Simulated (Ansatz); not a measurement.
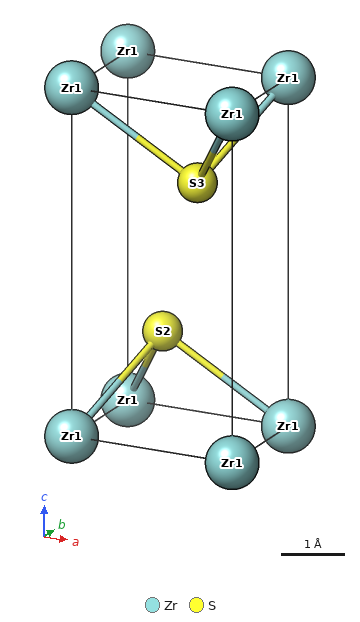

Fig. 1: The input geometry (ball-and-stick view of the cell of the calculation, seen slightly off an axis; atoms are numbered from 1 in the order of the input). Near neighbours in the crystal (not all of them lie inside the picture): Zr has 6 S at 2.53 Å; S has 3 Zr at 2.53 Å.

**Geometry relaxation, with input and output: ZrS$_{2}$**

- system: ZrS$_{2}$ (P-3m1, 3 atoms in the cell)
- method: DFT LDA, scalar-relativistic, plane waves, PAW, no spin polarisation (Ansatz 0.2.0)

The structure derives from an entry of the Crystallography Open Database. Figures and captions count atoms from 1; the log counts them from 0 in places.

The input:
```yaml
crystal:
  lattice:
    - [3.5947786636, 0.0, 0.0]
    - [-1.7973893318, 3.1131696437, 0.0]
    - [0.0, 0.0, 5.6498672611]
  atoms:
    - { symbol: Zr, position: [0.0, 0.0, 0.0] }
    - { symbol: S, position: [0.3333333333, 0.6666666667, 0.2570377071] }
    - { symbol: S, position: [0.6666666667, 0.3333333333, 0.7429622929] }
basis:
  ecutwfc: 420
kpoints:
  mp_grid: { grid: [12, 12, 6] }
hamiltonian:
  xc: lda
scf:
  occupations: { method: gaussian, width: 0.02 }
output:
  forces: true
  stress: true
  eigenvalues: true
  write_density: true
  write_potential: true
  elf: true
  volumetric_format: npy
relax:
  adjacent_minimum: "off"
  f_tol: 0.005
  max_steps: 80
  cell: { stress_tol: 0.05 }
```

Run as:
```bash
ansatz run input.yaml --threads 1 --pin off --max-ram 3072MiB --backend cpu --events-out ev --progress --plain --runs-dir out
```

Log:
```
Engine: ansatz 0.2.0, x86_64-unknown-linux-gnu
Pseudopotentials: kind: paw
Pseudopotential: Zr, paw, valence charge 12, recommended cutoff 420 eV (normal), Zr.paw.azcp
Pseudopotential: S, paw, valence charge 6, recommended cutoff 420 eV (normal), S.paw.azcp
Functional definition: SPW92
  exchange = slater_x
  correlation = pw_c
Crystal: 3 atoms, lattice volume = 63.229 Å³
Basis set: ecut = 420 eV, 1231 PW (Γ)
Bands: 16, of which v1, the nominal top of the filled ones, is band 12 counted from 1 (11 counted from 0)
Symmetry: 12 space group operations
Space group: P-3m1 (ITA 164), of the structure as read, at distance tolerance 4.0e-5 Å
k-points: 100 of 864
Non-local potential: Zr, projectors of the file, l = 0: 3, l = 1: 2, l = 2: 2, l = 3: 2
Non-local potential: S, projectors of the file, l = 0: 2, l = 1: 2, l = 2: 2
PAW form: soft (Blöchl's): semilocal exchange-correlation on the pseudo side does not see the compensation charge
PAW frozen core: Zr, regenerated for the run's functional, and the local potential with it (the file was generated under x = pbe(κ = 0.804, μ = 0.2195149727645171), c = pbe(β = 0.06672455060314922))
PAW frozen core: S, regenerated for the run's functional, and the local potential with it (the file was generated under x = pbe(κ = 0.804, μ = 0.2195149727645171), c = pbe(β = 0.06672455060314922))
PAW one-centre angular grid: Zr, 590 points (default); XC on 64 Gauss nodes
PAW one-centre angular grid: S, 110 points (default); XC on 64 Gauss nodes
Initial density: superposition of atomic densities (neutral atoms: chi_scale 0, normalization atom), corrected by the library's trained network
Initial wavefunctions: pseudopotential atomic-orbital guess
Functional: x = slater, c = lda
SCF iter   1: F=—  HF=-5821.284132 eV  |F-HF|=—  |Δ(HF+E_count)|=         —  Δρ=6.65e-3  dr2=4.06e-2  ethr=1.77e-3  ⟨swp⟩=6.0  Hψ=8930  notcnv=0
preconditioner: auto → Resta (q_TF=auto, 2.322 Å⁻¹)  ε∞=6.6  [insulator: Δε(μ)=0.381 eV  Ē_g=7.884 eV  σ=0.020 eV  W_gap=1.00  n_scr=22 (ndim 8)  ℏωp=18.7 eV  f_vac=0.007  D(μ)=0.00/eV (n_scr^D=0)  ε∞_Penn≈6.6]
SCF iter   2: F=—  HF=-5821.276749 eV  |F-HF|=—  |Δ(HF+E_count)|=   7.38e-3  Δρ=2.97e-3  dr2=2.76e-3  ethr=1.69e-4  ⟨swp⟩=2.0  Hψ=2790  notcnv=0
SCF iter   3: F=—  HF=-5821.276283 eV  |F-HF|=—  |Δ(HF+E_count)|=   4.66e-4  Δρ=1.31e-3  dr2=6.84e-4  ethr=1.15e-5  ⟨swp⟩=1.0  Hψ=1600  notcnv=0
SCF iter   4: F=—  HF=-5821.276191 eV  |F-HF|=—  |Δ(HF+E_count)|=   9.28e-5  Δρ=1.39e-4  dr2=2.20e-5  ethr=2.85e-6  ⟨swp⟩=1.6  Hψ=1993  notcnv=0
SCF iter   5: F=—  HF=-5821.276191 eV  |F-HF|=—  |Δ(HF+E_count)|=   8.49e-7  Δρ=3.70e-5  dr2=1.04e-6  ethr=9.18e-8  ⟨swp⟩=2.5  Hψ=2407  notcnv=0
SCF iter   6: F=-5821.276192 eV  HF=-5821.276192 eV  |F-HF|=5.06e-9  |Δ(HF+E_count)|=   4.07e-7  Δρ=5.40e-6  dr2=2.51e-8  ethr=4.17e-10  ⟨swp⟩=9.1  Hψ=10985  notcnv=0
SCF 1 converged in 6 iterations: F = -5821.276192 eV  dr2 = 2.51e-8
  greatest PAW one-centre occupation: 0.997 electrons in one spin orbital (limit 2), on the Zr atom at site 0 (counted from 0), in its partial waves of l = 0
relax step   1: F+E_penalty+E_count = -5821.27619177 eV  Δ(F+E_penalty+E_count) = +0.000e0 eV  max|allowed force component| = 4.390e-3 eV/Å  Δτ_max = 0.0000 Å  P = -0.001 GPa  Ω = 63.229 Å³  (6 SCF iters, dr2 threshold 1.00e-7 eV, accepted)
Initial density: handed on by an earlier stage of this run
Initial wavefunctions: pseudopotential atomic-orbital guess (no wavefunctions were taken with the density)
iter 1 solved again at ethr=1.85e-7 eV; its pass at ethr=3.10e-3 eV (dr2=4.45e-5 eV) is discarded
SCF iter   1: F=—  HF=-5821.276191 eV  |F-HF|=—  |Δ(HF+E_count)|=         —  Δρ=5.36e-6  dr2=2.58e-8  ethr=1.85e-7  ⟨swp⟩=3.0  Hψ=12779  notcnv=0
eigensolver tolerance schedule: the retry pair's looser diagonalisation over-reported the residual by 1723.07 of it (diagonalisation noise at 0.11 of the residual, at the tolerance the schedule requests for it); recorded, not acted on — ethr = c·dr2/N_el stays at c = 1.0e-1
preconditioner: auto → Resta (q_TF=auto, 2.322 Å⁻¹)  ε∞=6.5  [insulator: Δε(μ)=0.460 eV  Ē_g=7.950 eV  σ=0.020 eV  W_gap=1.00  n_scr=22 (ndim 8)  ℏωp=18.7 eV  f_vac=0.004  D(μ)=0.00/eV (n_scr^D=0)  ε∞_Penn≈6.5]
SCF iter   2: F=—  HF=-5821.276192 eV  |F-HF|=—  |Δ(HF+E_count)|=   3.72e-7  Δρ=3.47e-6  dr2=9.48e-9  ethr=1.08e-10  ⟨swp⟩=2.4  Hψ=2796  notcnv=0
SCF iter   3: F=—  HF=-5821.276192 eV  |F-HF|=—  |Δ(HF+E_count)|=   5.27e-9  Δρ=1.10e-6  dr2=1.89e-9  ethr=3.95e-11  ⟨swp⟩=1.8  Hψ=1922  notcnv=0
SCF iter   4: F=—  HF=-5821.276192 eV  |F-HF|=—  |Δ(HF+E_count)|=  1.96e-10  Δρ=3.95e-7  dr2=6.95e-11  ethr=7.89e-12  ⟨swp⟩=2.3  Hψ=2086  notcnv=0
SCF iter   5: F=-5821.276192 eV  HF=-5821.276192 eV  |F-HF|=4.55e-12  |Δ(HF+E_count)|=  3.64e-12  Δρ=9.07e-8  dr2=6.50e-12  ethr=1.00e-12  ⟨swp⟩=5.9  Hψ=6963  notcnv=0
SCF 2 converged in 5 iterations: F = -5821.276192 eV  dr2 = 6.50e-12
relax step   2: F+E_penalty+E_count = -5821.27619177 eV  Δ(F+E_penalty+E_count) = -5.540e-9 eV  max|allowed force component| = 4.396e-3 eV/Å  Δτ_max = 0.0000 Å  P = -0.001 GPa  Ω = 63.229 Å³  stress off target by 1.03e-3 GPa  SCF on the basis re-selected at this cell (its energy is not comparable with the rows above)  (5 SCF iters)
```

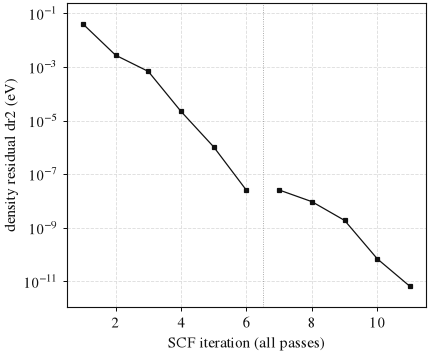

Fig. 2: Convergence of the self-consistent field: density residual dr2 against the SCF iteration. The dotted lines part the SCF passes of the relaxation: geometry steps, rejected trials and re-solves on a re-selected basis. The passes take 6 and 5 iterations.

```
basis re-selected at this cell: Δ(F+E_penalty+E_count) = -5.540e-9 eV, ΔP = -0.000 GPa vs the last step (what re-selecting the basis moved, of the pressure what is left beyond the Pulay correction that the steps carried, after the strain that the cell walked since its last selection, with what the two solves' SCF thresholds leave and, on support functions, any second-order correction that the steps lacked; it is no measure of the basis error at this ecutwfc). This SCF's stress stands 1.03e-3 GPa from its target on what of the cell is left free (relax.cell.stress_tol is 5.00e-2 GPa) and its largest allowed force component is 4.40e-3 eV/Å (relax.f_tol is 5.00e-3 eV/Å): within both
SCF converged after 5 iterations
Free energy (F): -5821.276192 eV
Harris-Foulkes:  -5821.276192 eV  (|F-HF|=4.55e-12)
Internal energy: -5821.276192 eV  (E = F + TS)
E sigma→0 (E₀):  -5821.276192 eV
Fermi energy:    8.309430 eV
--- Per-component energies (eV) ---
  E_band       = -146.351494
  E_kinetic    = 549.929653
  E_local      = -1202.726027  (includes V_loc(G=0)·N_el)
  E_nonlocal   = 141.063650
  E_hartree    = 413.636902
  E_xc         = -354.626795
  E_vxc        = -368.149219  (∫ρ·V_xc dr)
  E_paw        = -3986.197311  (= ΣΔE_a)
  E_vpaw       = -93.743455  (= ΣTr[D̂ρ^β])
  E_aug_tail   = 0.000025  (compensation charges beyond the density's cutoff)
  E_ewald      = -1383.033083
  E_core_change = 0.676796  (= ΣΔE_core)
  E_smearing   = -0.000000  (= −TS)
  E_closure    = -0.000000  (closes the sum)
  Σ components = -5821.276192   (vs F -5821.276192, Δ=0.00e0)
--- Forces (eV/Å), atoms counted from 1 ---
  atom   1  Zr     0.00000000    -0.00000000     0.00000000
  atom   2  S     -0.00000000    -0.00000000    -0.00439560
  atom   3  S     -0.00000000     0.00000000     0.00439560
  max |Σ_I F_I| component: 3.70e-17 eV/Å
--- Stress (GPa, compression-positive) ---
       -0.000947       0.000000      -0.000000
       -0.000000      -0.000947      -0.000000
       -0.000000      -0.000000      -0.001029
  P = ⅓ Tr σ = -0.0010 GPa (-0.010 kbar)
--- Band table (eV; the first three rows and the last of 100) ---
  k-point 0: bands = ["-40.8266", "-18.9859", "-18.8057", "-18.8057", "-5.1151", "-3.3294", "2.9814", "4.9836", "4.9836", "7.8388", "7.8388", "8.0800", "9.3726", "9.3726", "10.0576", "12.7170"]
  k-point 1: bands = ["-40.8265", "-18.9862", "-18.8057", "-18.8057", "-5.0377", "-3.4657", "3.2394", "4.9997", "4.9997", "7.5094", "7.7786", "7.7786", "9.3576", "9.3576", "10.2736", "12.8610"]
  k-point 2: bands = ["-40.8265", "-18.9870", "-18.8057", "-18.8057", "-4.8345", "-3.7794", "3.9087", "5.0331", "5.0331", "6.4376", "7.6622", "7.6622", "9.3266", "9.3266", "10.4798", "13.1698"]
  k-point 99: bands = ["-40.7972", "-19.0362", "-19.0362", "-18.9003", "-3.6047", "-3.6047", "4.0603", "4.0603", "4.7155", "5.5587", "5.9999", "5.9999", "10.2315", "10.6450", "10.6450", "13.7623"]
--- Relaxed structure (1 steps of the walk, 1 accepted, 1 SCFs on fresh bases) ---
  F+E_penalty+E_count = -5821.27619177 eV   max|allowed force component| = 4.396e-3 eV/Å   (the final SCF, on the basis selected at the relaxed cell)
  cell:  # Å, volume = 63.2285 Å³
    - [3.5947786636231664, 0.0, 0.0]
    - [-1.7973893318115832, 3.1131696436799374, 0.0]
    - [0.0, 0.0, 5.6498672611]
  atoms:
    - { symbol: Zr, position: [0.0, 0.0, 0.0] }
    - { symbol: S, position: [0.33333333333333326, 0.6666666666666665, 0.2570377071] }
    - { symbol: S, position: [0.6666666666666666, 0.33333333333333326, 0.7429622929] }
```

Trajectory as extended XYZ (Å, eV, eV/Å), 2 frames, from step=1 to step=2:
```
3
Lattice="3.5948 0.0000 0.0000 -1.7974 3.1132 0.0000 0.0000 0.0000 5.6499" Properties=species:S:1:pos:R:3:forces:R:3 step=1 energy=-5821.27619 pressure_GPa=-0.00
Zr    0.0000    0.0000    0.0000    0.0000   0.0000   0.0000
S     0.0000    2.0754    1.4522    0.0000   0.0000  -0.0044
S     1.7974    1.0377    4.1976    0.0000   0.0000   0.0044
3
Lattice="3.5948 0.0000 0.0000 -1.7974 3.1132 0.0000 0.0000 0.0000 5.6499" Properties=species:S:1:pos:R:3:forces:R:3 step=2 energy=-5821.27619 pressure_GPa=-0.00
Zr    0.0000    0.0000    0.0000    0.0000   0.0000   0.0000
S     0.0000    2.0754    1.4522    0.0000   0.0000  -0.0044
S     1.7974    1.0377    4.1976    0.0000   0.0000   0.0044
```

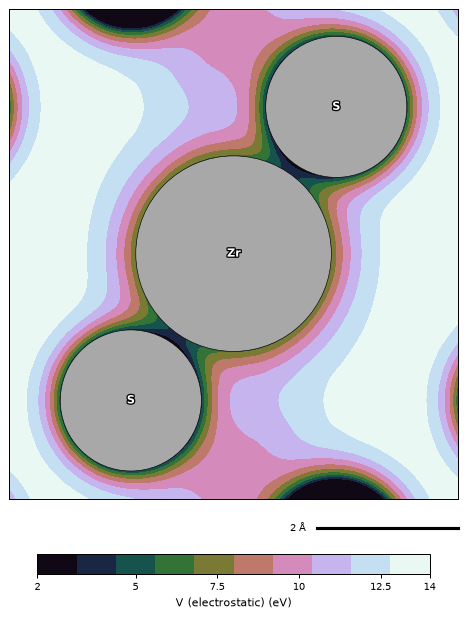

Fig. 3: Electrostatic potential energy of an electron on the (110) plane of the conventional cell. Grey discs, where drawn, cover atomic cores. Outside the cores the potential energy rises away from the atoms and is highest about 2.5 Å from the nearest atoms; outside the discs it spans about 11 eV, and its zero is arbitrary. Core electrons are frozen (PAW), so the fields are smoothed inside the atomic spheres.

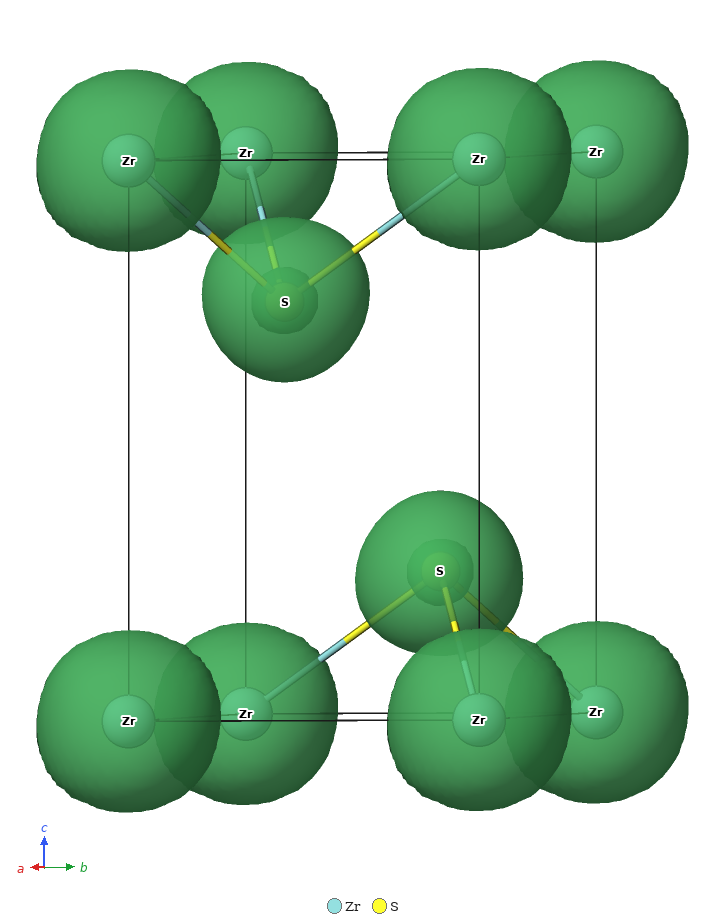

Fig. 4: Isosurface of the valence pseudo-density at 0.8 e/Å³ (green), seen at an oblique angle. Sticks mark near contacts. The outline is the cell set on symmetry axes. At this value the density breaks into separate islands; it holds about 50 % of the electrons treated as valence (semicore included). It is pinched off along the Zr–S (2.53 Å) contacts. On the grid the lowest density along these lines, outside the cores, is 0.45 e/Å³ (Zr–S, 2.53 Å).

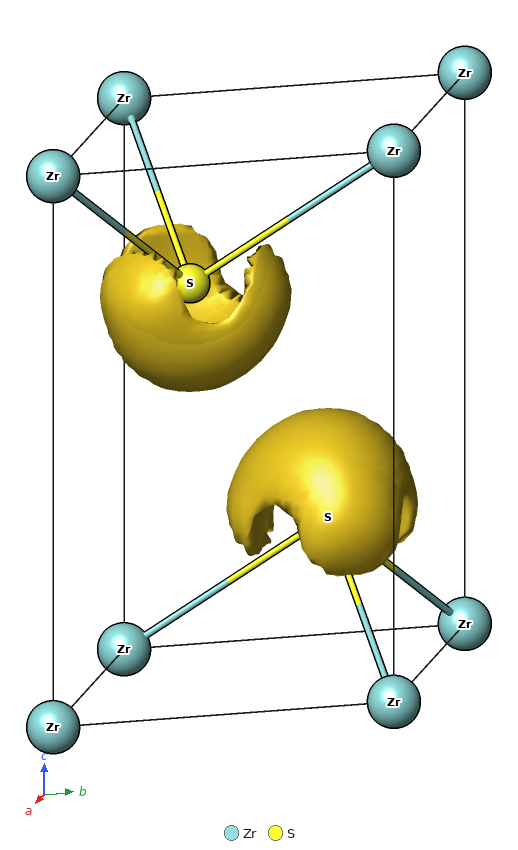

Fig. 5: Isosurface of the electron localisation function at 0.85 (yellow), seen slightly off an axis. Only the valence region is drawn (cores and ρ < 0.01 e/Å³ removed). Sticks mark near contacts. The outline is the cell set on symmetry axes. Profiles from the grid: Zr–S (2.53 Å): the ELF is about 0.35 at the midpoint.

Summary:

```tsv
quantity	value
outcome	converged
space group (tolerance 0.01 Å)	P-3m1 (164)
electrons treated	24
free energy	−5821.2762 eV
Fermi energy	8.309 eV
gap on the k-point mesh	0.46 eV
pressure	0.00 GPa
final volume	63.23 Å³
largest force (length of the vector) at the end	0.004 eV/Å
final cell	a = 3.595 Å, b = 3.595 Å, c = 5.650 Å, α = 90.00°, β = 90.00°, γ = 120.00°
hardware	1 thread of Intel Xeon (Sapphire Rapids), 192 GiB of memory available, shared host
wall time	12 s
peak memory	0.44 GiB
```
